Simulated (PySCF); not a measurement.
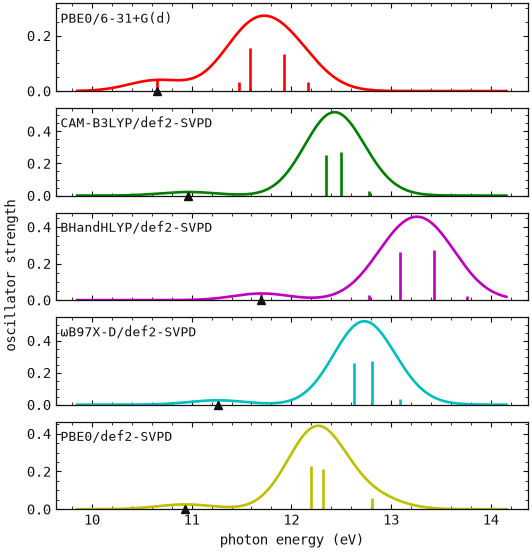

Vertical TDDFT spectra of CHF₃, SMILES FC(F)F at one geometry and several levels (PySCF, at a PBE0-D3(BJ)/def2-SVP geometry (no frequency check)); sticks with Gaussians of 1/e half-width 0.40 eV, the triangle marks S1, which has the same leading orbital pair at all these levels. Only the lowest states were computed, so the high end is incomplete. States within 0.01 eV of each other are merged, with their strengths summed. The highest state may be half of a pair whose partner wasn't computed.

### Order the levels by their S1 energy.

From lowest to highest: PBE0/6-31+G(d) 10.65 eV, PBE0/def2-SVPD 10.94 eV, CAM-B3LYP/def2-SVPD 10.97 eV, ωB97X-D/def2-SVPD 11.26 eV, BHandHLYP/def2-SVPD 11.70 eV; a spread of 1.05 eV.

Caveats, for all or some of the runs: core orbitals are frozen in the response; states above the negative HOMO energy depend on the basis.
